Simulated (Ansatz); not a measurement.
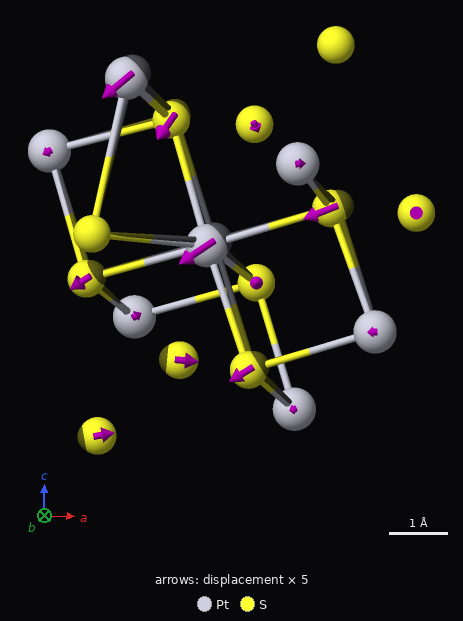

A relaxation of a defect cell of composition Pt$_{12}$S$_{23}$ (started half-way along a vacancy jump, in the symmetry of that start). The starting structure is drawn faded, the final one solid; purple arrows show the displacements, 5 times their true length.

The picture is a ball-and-stick view of the atoms within 4.2 Å of the atom that moves most (axes of the cell of the calculation), seen along the b axis.

Method: DFT PBE+D3(BJ), scalar-relativistic, plane waves, PAW (Ansatz).

The input:
```yaml
crystal:
  lattice:
    - [7.166616675, 0.0, 4.662274322]
    - [-3.5833083375, 6.2064720997, 4.662274322]
    - [-3.5833083375, -6.2064720997, 4.662274322]
  atoms:
    - { symbol: Pt, position: [0.1666666667, 0.1666666667, 0.6666666667] }
    - { symbol: Pt, position: [1.0, 0.5, 0.5] }
    - { symbol: Pt, position: [0.3333333333, 0.8333333333, 0.8333333333] }
    - { symbol: Pt, position: [0.5, 1.0, 0.5] }
    - { symbol: Pt, position: [0.8333333333, 0.3333333333, 0.8333333333] }
    - { symbol: Pt, position: [1.0, 0.0, 1.0] }
    - { symbol: Pt, position: [0.3333333333, 0.3333333333, 0.3333333333] }
    - { symbol: Pt, position: [0.6666666667, 0.6666666667, 0.6666666667] }
    - { symbol: Pt, position: [0.1666666667, 0.6666666667, 0.1666666667] }
    - { symbol: Pt, position: [0.6666666667, 0.1666666667, 0.1666666667] }
    - { symbol: Pt, position: [0.5, 0.5, 0.0] }
    - { symbol: Pt, position: [0.8333333333, 0.8333333333, 0.3333333333] }
    - { symbol: S, position: [0.086250581, 0.7529172476, 0.4195839143] }
    - { symbol: S, position: [0.4195839143, 0.086250581, 0.7529172476] }
    - { symbol: S, position: [0.586250581, 0.2529172476, 0.4195839143] }
    - { symbol: S, position: [0.9195839143, 0.586250581, 0.7529172476] }
    - { symbol: S, position: [0.086250581, 0.2529172476, 0.9195839143] }
    - { symbol: S, position: [0.4195839143, 0.586250581, 0.2529172476] }
    - { symbol: S, position: [0.7529172476, 0.9195839143, 0.586250581] }
    - { symbol: S, position: [0.2529172476, 0.9195839143, 0.086250581] }
    - { symbol: S, position: [0.7529172476, 0.4195839143, 0.086250581] }
    - { symbol: S, position: [0.586250581, 0.7529172476, 0.9195839143] }
    - { symbol: S, position: [0.9195839143, 0.086250581, 0.2529172476] }
    - { symbol: S, position: [0.4166666667, 0.4166666667, 0.6666666667] }
    - { symbol: S, position: [0.413749419, 0.7470827524, 0.5804160857] }
    - { symbol: S, position: [0.7470827524, 0.0804160857, 0.913749419] }
    - { symbol: S, position: [0.913749419, 0.2470827524, 0.5804160857] }
    - { symbol: S, position: [0.2470827524, 0.5804160857, 0.913749419] }
    - { symbol: S, position: [0.413749419, 0.2470827524, 0.0804160857] }
    - { symbol: S, position: [0.7470827524, 0.5804160857, 0.413749419] }
    - { symbol: S, position: [0.0804160857, 0.913749419, 0.7470827524] }
    - { symbol: S, position: [0.5804160857, 0.913749419, 0.2470827524] }
    - { symbol: S, position: [0.0804160857, 0.413749419, 0.2470827524] }
    - { symbol: S, position: [0.913749419, 0.7470827524, 0.0804160857] }
    - { symbol: S, position: [0.2470827524, 0.0804160857, 0.413749419] }
basis:
  ecutwfc: 420
kpoints:
  mp_grid: { grid: [3, 3, 3] }
hamiltonian:
  xc: pbe
  dispersion: d3bj
scf:
  occupations: { method: gaussian, width: 0.1 }
output:
  forces: true
  stress: true
  eigenvalues: true
  write_density: true
  write_potential: true
  elf: true
  volumetric_format: npy
relax:
  adjacent_minimum: "off"
  f_tol: 0.02
  max_steps: 60
  escape_saddle: false
```

Run as
```bash
ansatz run input.yaml --threads 4 --pin off --max-ram 2560MiB --backend cpu --events-out ev --progress --plain --runs-dir out
```

### What did the optimiser do to the structure, and how much energy did it gain?

After 5 geometry steps the energy has fallen by 0.360 eV per cell of the calculation. The largest force component goes from 0.5 to 0.0093 eV/Å. The largest moves, 0.16 Å, are those of Pt1 and Pt8. Pt8 goes roughly along [−3 −2 −2]. Largest moves by element: Pt 0.16 Å, S 0.15 Å. The cell stays as it was. Near-neighbour distances that change, for instance: Pt11–S24 2.940 → 2.822 Å, Pt11–S18 2.395 → 2.458 Å, Pt2–S30 2.395 → 2.454 Å, Pt11–S22 2.395 → 2.353 Å. Bond angles that change, for instance: S19–Pt8–S24 148.8° → 153.9°, S16–Pt8–S19 96.9° → 93.0°, S24–Pt8–S25 66.5° → 70.0°.
